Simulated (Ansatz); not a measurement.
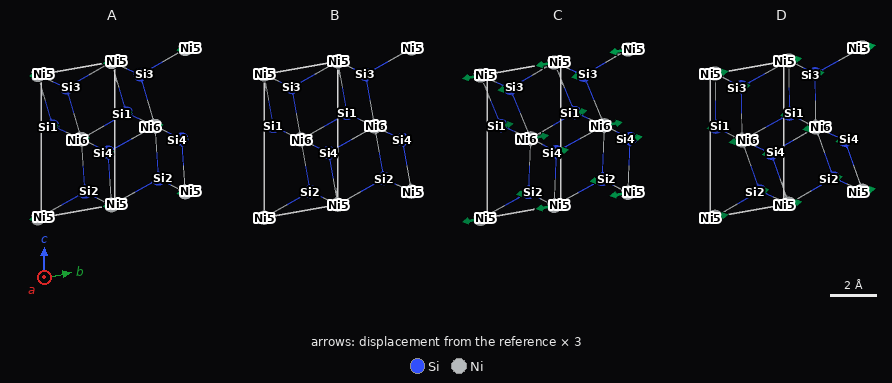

A scan of crystalline Si2Ni (Fm-3m): a normal mode of wave vector (0, 0, 1/2) of the primitive cell, folded into a doubled cell, (one arbitrary combination within a set of 2 degenerate modes) is frozen in with the cell fixed, the amplitude being the largest displacement of an atom. Style: ball-and-stick. Shown: the cell of the calculation, repeated 1 × 2 × 1 with one cell outlined, along the a axis. Green arrows: displacements from the reference.

Level of theory: DFT PBEsol, scalar-relativistic, plane waves, PAW (Ansatz). Set-up: plane-wave cutoff 420 eV; k-point mesh 12 × 12 × 14; occupations gaussian; smearing width 0.15 eV; no spin polarisation. Energies (free energies at the smearing named) are counted from the relaxed crystal.

Rank the frames from lowest to highest energy.

Lowest first: B (the amplitude 0.00 Å, 0 meV/cell), A (the amplitude −0.15 Å, 78 meV/cell), D (the amplitude 0.225 Å, 181 meV/cell), C (the amplitude −0.30 Å, 334 meV/cell). Over the whole scan: the harmonic wavenumber of the mode is 102 cm⁻¹, a stable vibration. The lowest computed point lies at the amplitude 0.00 Å (0 meV/cell). At the highest point the shortest interatomic distance is 2.25 Å, against 2.33 Å in the reference.

Limits of the set-up: an element that often carries a moment was run without spin polarisation.
